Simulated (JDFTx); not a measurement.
## Energy of AlRu along an even scaling of the cell

System: AlRu (Pm-3m, 2 atoms in the cell).
Method: Kohn-Sham DFT of a periodic cell, PBE, PseudoDojo-SR-PBE-0.5-standard, no spin polarisation (JDFTx 1.7.0 (patched build)).

The 7 runs differ only in the geometry, by an even scaling of the cell at fixed fractional positions. The structure derives from an entry of the Crystallography Open Database.

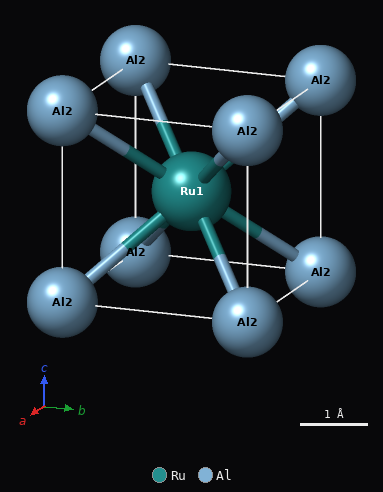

Figure 1. The structure of run 4 (ball-and-stick view of the cell of the calculation, seen slightly off an axis; atoms are numbered from 1 in the order of the input).

**Input of run 4**
```
lattice \
    5.6533046744     0.0000000000     0.0000000000 \
    0.0000000000     5.6533046744     0.0000000000 \
    0.0000000000     0.0000000000     5.6533046744
coords-type Lattice
ion Ru     0.5000000000     0.5000000000     0.5000000000 1
ion Al     0.0000000000     0.0000000000     0.0000000000 1

ion-species pseudo/Ru.upf
ion-species pseudo/Al.upf
elec-cutoff 42 336
elec-ex-corr gga-PBE
kpoint-folding 9 9 9
elec-smearing Fermi 0.0018374661
elec-n-bands 15
electronic-SCF nIterations 100 energyDiffThreshold 1e-09
electronic-minimize nIterations 30 energyDiffThreshold 1e-7
forces-output-coords Cartesian

dump-name run.$VAR
dump End Ecomponents EigStats BandEigs Kpoints Forces Stress ElecDensity Dtot KEdensity
```

Command:
```bash
jdftx -c 1 -i AlRu.in -o AlRu.out
```

Run 5 differs from it as follows:
```diff
-    5.6533046744     0.0000000000     0.0000000000 \
-    0.0000000000     5.6533046744     0.0000000000 \
-    0.0000000000     0.0000000000     5.6533046744
+    5.6907448693     0.0000000000     0.0000000000 \
+    0.0000000000     5.6907448693     0.0000000000 \
+    0.0000000000     0.0000000000     5.6907448693
```

**Results, with one run withheld**

| run | volume per atom (Å³) | free energy per atom, from the lowest run given (meV) | pressure (GPa) |
| --- | --- | --- | --- |
| 1 | 12.584 | 48.77 | 17.72 |
| 2 | 12.851 | 23.89 | 12.08 |
| 3 | 13.119 | 7.94 | 7.03 |
| 4 | 13.387 | 0.00 | 2.48 |
| 5 | 13.655 | ? | ? |
| 6 | 13.922 | 4.99 | −5.26 |
| 7 | 14.190 | 16.52 | −8.54 |

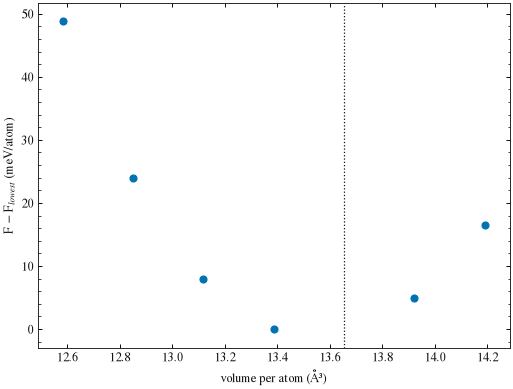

Figure 2. Free energy per atom of the runs given; the dotted line marks run 5.

Estimate the energy of run 5 from the others.

A cubic polynomial in V^(−2/3) (the Birch–Murnaghan form), fitted to the 6 runs given, misses them by at most 0.02 meV per atom. With x = V^(−2/3) − 0.17794 Å⁻², it reads F = 1.2154 + 2490.8 x + 6.3198e+05 x² + 9.6e+05 x³ (meV per atom). At run 5 it gives −0.72 meV per atom, and the run itself gives −0.73. The slope of the fit gives a pressure −dF/dV of −1.57 GPa there, and the run prints −1.59 GPa. The fit has its minimum at 13.548 Å³ per atom, where V d²F/dV² gives 204 GPa: the bulk modulus at this level, since symmetry fixes the shape and the positions.

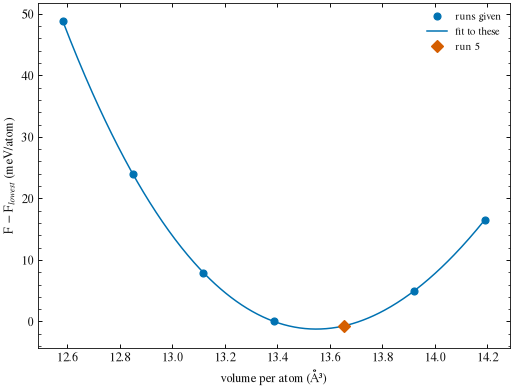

Figure 3. The fit and the withheld run.

**Some lines of the output (run 5)**
```
[...]
unit cell volume = 184.292
     Etot =      -97.3958382534445093
        F =      -97.3964184221541416
	HOMO-LUMO gap: +0.000677
	Optical gap  : +0.005298 at state 5 ( [ +0.000000 +0.111111 +0.111111 ] spin 0 )
```
